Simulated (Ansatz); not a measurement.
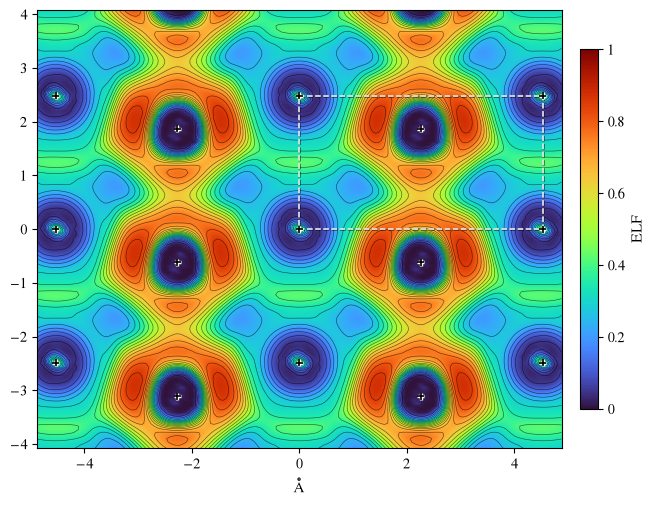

The electron localisation function on a plane through atoms (crosses mark nuclei in the plane).

These are results of DFT LDA, scalar-relativistic, plane waves, PAW (Ansatz 0.2.0), not measurements.

Candidates:
A. MgO2, a = 4.77 Å, b = 4.77 Å, c = 4.77 Å, α = 90.00°, β = 90.00°, γ = 90.00°. Space group Pa-3; a structure from a database of computed crystals, not necessarily the ambient phase.
B. GaP, a = 4.54 Å, b = 4.54 Å, c = 2.49 Å, α = 90.00°, β = 90.00°, γ = 90.00°. Space group I-4m2; a generated structure, not necessarily the stable one; computed pressure about 31 GPa in this cell.

**Which system is this?**

Candidate B: GaP on the (100) plane of the conventional cell, which holds Ga and P. Ga–P (2.35 Å): the ELF peaks at about 0.90 in the valence shell of P, 0.8 Å from its nucleus, and is about 0.65 at the midpoint. Ga–Ga (2.49 Å): the ELF is about 0.40 at the midpoint.
